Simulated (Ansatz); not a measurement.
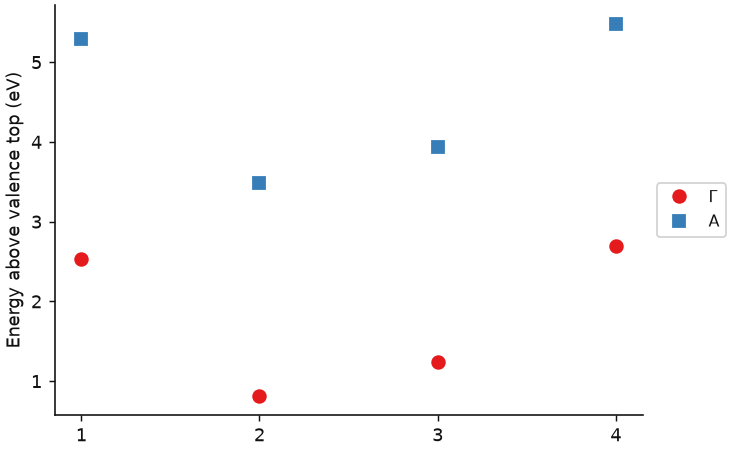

Lowest conduction level at each named k point, counted from the valence-band top at Γ, by several methods on one cell of wurtzite ZnO, space group P6_3mc, 4 atoms in the cell, relaxed with r2SCAN; a = 3.235 Å, c = 5.211 Å (hexagonal axes). All runs are without spin-orbit coupling and carry no moments. The cell is at 6 GPa in PBE.

Which column is which method? They are HSE06, PBE, dielectric-dependent PBE0 and r2SCAN.

Answer. 1 is HSE06; 2 is PBE; 3 is r2SCAN; 4 is dielectric-dependent PBE0.

```
                   method  program  Γ (eV)  A (eV)
                      PBE   Ansatz    0.81    3.48
                   r2SCAN   Ansatz    1.24    3.94
                    HSE06   Ansatz    2.53    5.29
dielectric-dependent PBE0   Ansatz    2.69    5.48
```

Does HSE06 shift these levels rigidly from PBE?

Answer. The shifts are +1.72 eV at Γ and +1.81 eV at A, and at points that aren't plotted +2.04 eV (M), +1.84 eV (L), +1.72 eV (K) and +1.86 eV (H): over the named points that both runs hold, a spread of 0.32 eV on a mean of 1.83 eV, so one shift describes them only roughly.

Settings. PBE: Ansatz PAW set, 12×12×6 k mesh, 420 eV cutoff, Fermi-Dirac smearing of 0.02 eV (Ansatz). r2SCAN: Ansatz PAW set, 12×12×6 k mesh, 500 eV cutoff, fixed occupations (Ansatz). HSE06: Ansatz PAW set, 6×6×4 k mesh, 420 eV cutoff, fixed occupations (Ansatz 0.2.0). dielectric-dependent PBE0: Ansatz PAW set, 6×6×4 k mesh, 420 eV cutoff, fixed occupations (Ansatz).

These are four of the 8 methods that were run on this cell. r2SCAN, HSE06 and dielectric-dependent PBE0: the PAW data sets were made with another functional. LDA, GGA and most meta-GGA functionals understate gaps. HSE06 and dielectric-dependent PBE0: the k mesh is thin for exact exchange.
